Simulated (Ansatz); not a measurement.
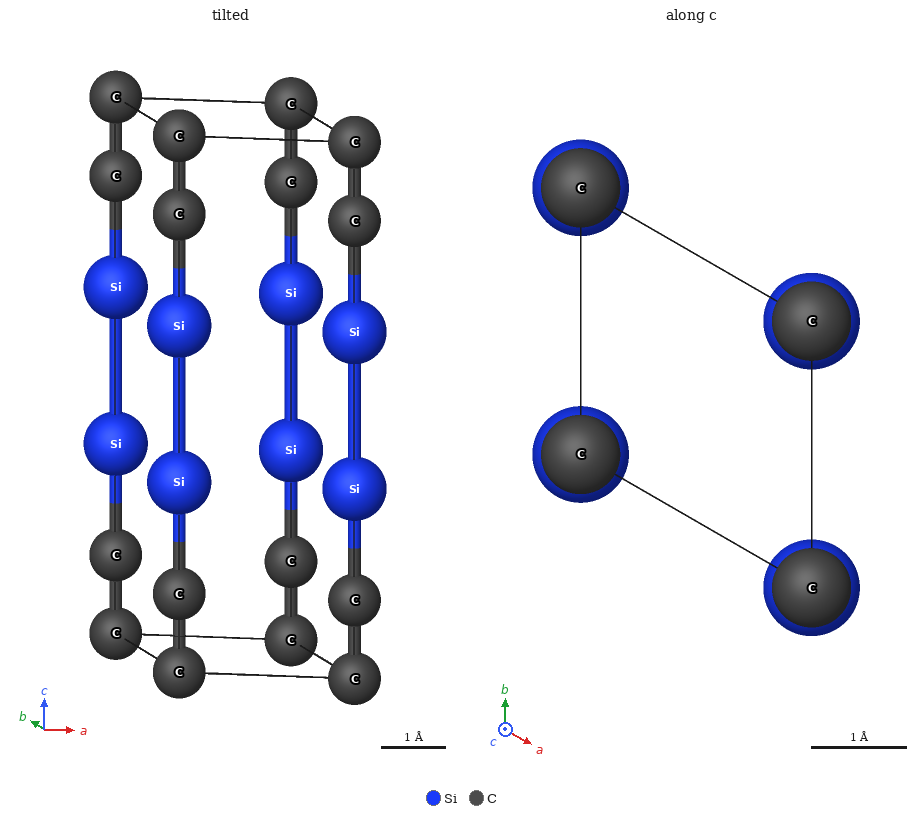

The crystal in a ball-and-stick representation, seen slightly off an axis and along the c axis. Thin lines show the conventional unit cell, with boundary atoms drawn in all their periodic places. Cell: a = 2.81 Å, b = 2.81 Å, c = 8.72 Å, α = 90.00°, β = 90.00°, γ = 120.00°.

The structure was taken from a structure type filled with these elements by a generator (whether the compound takes this form wasn't checked). Earlier steps of the study may have refined or changed the cell and positions. It was the input of a calculation with Ansatz.

### Notes on the structure:

The material is Si2C3. Its lattice is primitive hexagonal, its space group P6/mmm (No. 191). Atoms per cell: 5 (2 Si, 3 C). Within bonding distance, the neighbour counts come to Si 2 and C 2.

Level of theory and settings: Ansatz, DFT PBE, scalar-relativistic, plane waves, PAW, a cutoff energy of 420 eV, k-mesh 18×18×6, Gaussian smearing of 0.1 eV, no spin polarisation.

### Is it conducting or gapped at this level?

A metal: bands cross the Fermi level.

### State the Bader charges by element.

Si +0.75 e; C -0.68 to -0.13 e.

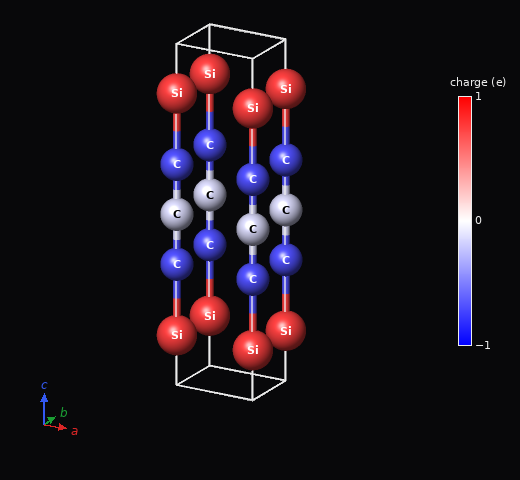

The atoms coloured by those charges. The run's cell of 5 atoms is drawn, so axes and origin can differ from the first picture.

### Does this geometry sit at a stationary point of the energy?

Yes. All forces vanish to within 0.01 eV/Å. The pressure is 0.0 GPa, close to zero.
